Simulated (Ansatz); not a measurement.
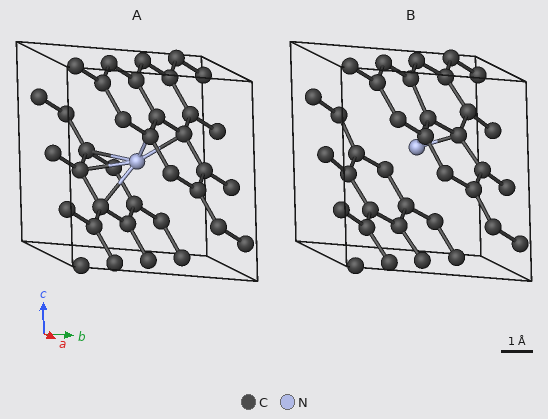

Two geometries of a defect cell of composition C32N, drawn at one scale. One is the start of a relaxation, the other its converged end. The picture is a ball-and-stick view of the cell of the calculation (origin shifted), seen slightly off an axis.

These are results of DFT PBE+D3(BJ), scalar-relativistic, plane waves, PAW in Ansatz 0.2.0, not measurements. Settings: plane-wave cutoff 420 eV; k-point mesh 2 × 2 × 2; occupations gaussian; smearing width 0.02 eV; mesh shifted by (0.5, 0.5, 0.5); collinear spin; atoms relaxed in a fixed cell; force threshold 0.02 eV/Å; at most 60 steps.

Which geometry has the lower energy?

Answer. Structure B is the relaxed one. Case: N interstitial, charge +0, atoms relaxed. The atom that moves furthest is the N atom (0.63 Å roughly along [2 1 3]). Largest moves by element: N 0.63 Å, C 0.24 Å. The cell stays as it was. Near-neighbour distances that change, for instance: C–N 2.138 → 1.451 Å, C–N 1.957 → 2.591 Å, C–N 1.907 → 2.466 Å, C–N 2.083 → 2.589 Å. Among the angles between lasting bonds that change: C–C–N 80.2° → 58.6°, C–C–N 92.0° → 108.2°, C–C–N 97.7° → 109.7°. After 11 geometry steps the energy has fallen by 2.681 eV per cell of the calculation. The largest force component goes from 3.5 to 0.0076 eV/Å.

Limits of the set-up: the periodic images lie only 6.6 Å apart, so the values are limited by the cell's size.
